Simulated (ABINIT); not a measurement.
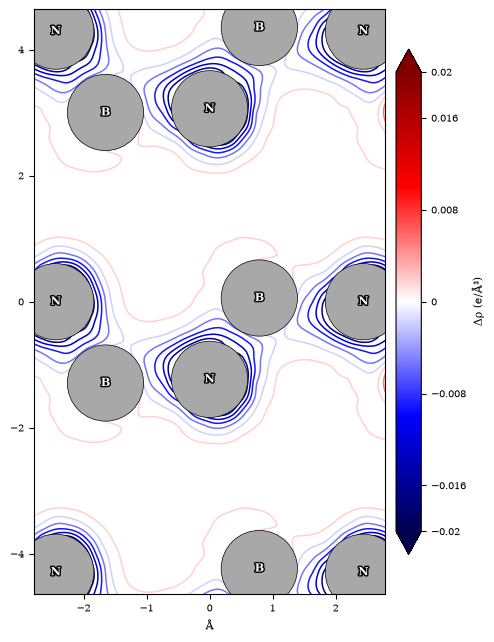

BN. Difference of the valence pseudo-densities of two functionals at the same geometry, on the (010) plane of the calculation cell: LDA less PBE.

Both computed with ABINIT (plane waves, PAW), on the same k-point mesh. Grey discs cover the atomic cores.

Where does the change of functional move the electrons?

Against PBE, LDA gives less density around N (−0.008 e/Å³ on average at 0.8 Å from the nucleus), more density in the space between the atoms (+0.003 e/Å³ on average) and a change of −0.011 e/Å³ at the midpoint of B–N and −0.008 e/Å³ at the midpoint of B–N.
